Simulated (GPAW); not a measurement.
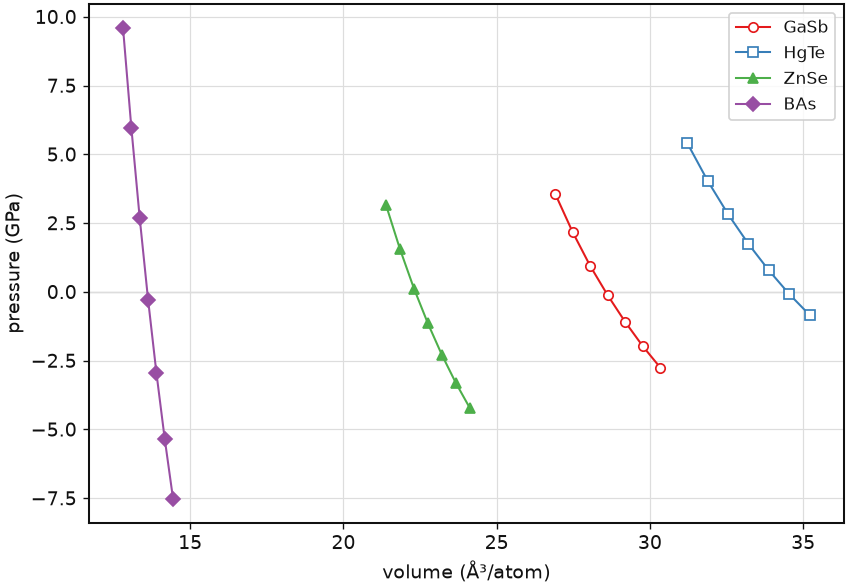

Plotted: pressure against volume, with one curve for each compound, for BAs, GaSb, HgTe and ZnSe (all in space group F-43m (No. 216)).

Method: PAW DFT in plane waves, on a grid or in atomic orbitals, no spin polarisation; energies at scaled volumes of the given cell, shape and fractions fixed, counted from the fit's minimum, third-order Birch-Murnaghan fit (GPAW 26.7.0). Level: PBEsol.

```
       setting                                                value
   occupations                                          Fermi–Dirac
smearing width                                              0.05 eV
    potentials  PAW data sets made by gpaw setup for the functional
```

Settings that differ: GaSb: wave cutoff 600 eV, k mesh 8×8×8; HgTe: wave cutoff 600 eV, k mesh 7×7×7; ZnSe: wave cutoff 600 eV, k mesh 8×8×8; BAs: wave cutoff 800 eV, k mesh 10×10×10.

Give the values behind the plot as a table.

GaSb:
| volume (Å³/atom) | pressure (GPa) |
| --- | --- |
| 26.91 | 3.57 |
| 27.48 | 2.17 |
| 28.05 | 0.94 |
| 28.62 | −0.13 |
| 29.20 | −1.10 |
| 29.77 | −1.98 |
| 30.34 | −2.76 |

HgTe:
| volume (Å³/atom) | pressure (GPa) |
| --- | --- |
| 31.22 | 5.40 |
| 31.89 | 4.03 |
| 32.55 | 2.82 |
| 33.22 | 1.74 |
| 33.88 | 0.78 |
| 34.54 | −0.08 |
| 35.21 | −0.84 |

ZnSe:
| volume (Å³/atom) | pressure (GPa) |
| --- | --- |
| 21.39 | 3.15 |
| 21.85 | 1.55 |
| 22.30 | 0.12 |
| 22.76 | −1.15 |
| 23.21 | −2.29 |
| 23.67 | −3.31 |
| 24.12 | −4.22 |

BAs:
| volume (Å³/atom) | pressure (GPa) |
| --- | --- |
| 12.81 | 9.60 |
| 13.08 | 5.96 |
| 13.35 | 2.68 |
| 13.63 | −0.28 |
| 13.90 | −2.95 |
| 14.17 | −5.36 |
| 14.44 | −7.54 |

Limits of the calculation: spin-orbit coupling left out, heavy elements (HgTe).
